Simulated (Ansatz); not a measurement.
## Electronic structure of B in real space

```
CELL_PARAMETERS angstrom
1.89387 0.00000 0.00000
0.00000 1.89387 0.00000
0.00000 0.00000 1.89387
ATOMIC_POSITIONS crystal
B 0.00000 0.00000 0.00000
```

Space group Pm-3m; set up as B, simple cubic; a generated structure, not necessarily the stable one; computed without spin polarisation.

All numbers below come from DFT, RPBE, plane waves (420 eV) with PAW, scalar-relativistic (Ansatz).

The density is the valence pseudo-density of a PAW calculation; it isn't the true density close to the nuclei.

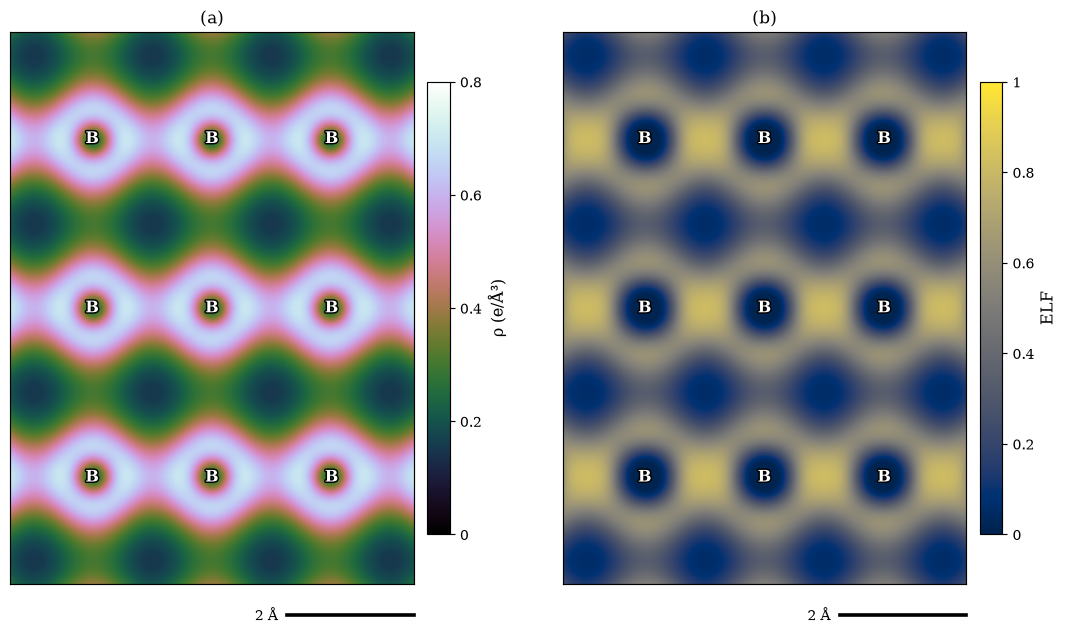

Figure 1. (a) valence electron density; (b) electron localisation function on the (110) plane of the conventional cell.

**What does the map show?**

The section cuts through B sites. B–B (1.89 Å): the density is about 0.6 e/Å³ at the midpoint; the ELF peaks at about 0.80 between the atoms. Between the atoms the lowest density in this plane is 0.15 e/Å³.

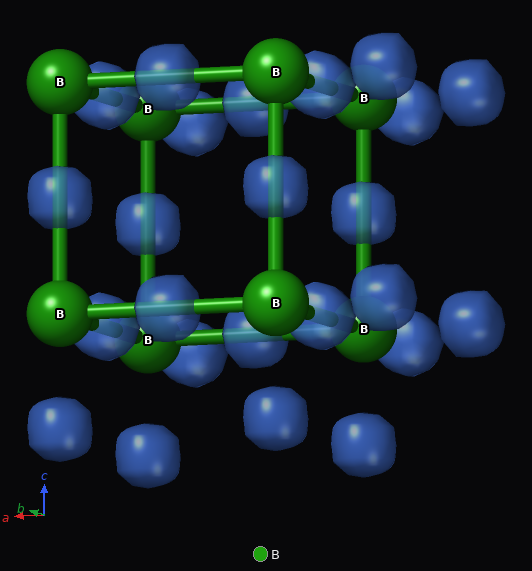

Figure 2. Isosurface of the electron localisation function at 0.75 (blue), seen at an oblique angle. Core shells and regions of very low density are left out. Sticks mark near contacts.

**Where are the electrons localised?**

The ELF exceeds this value in three regions between bonded B–B atoms, counted in one cell of 1 atoms. Regions shared between cells count once.

**Does the calculation make it a metal, or give it a gap?**

It is gapless in this calculation (a metal or semimetal).
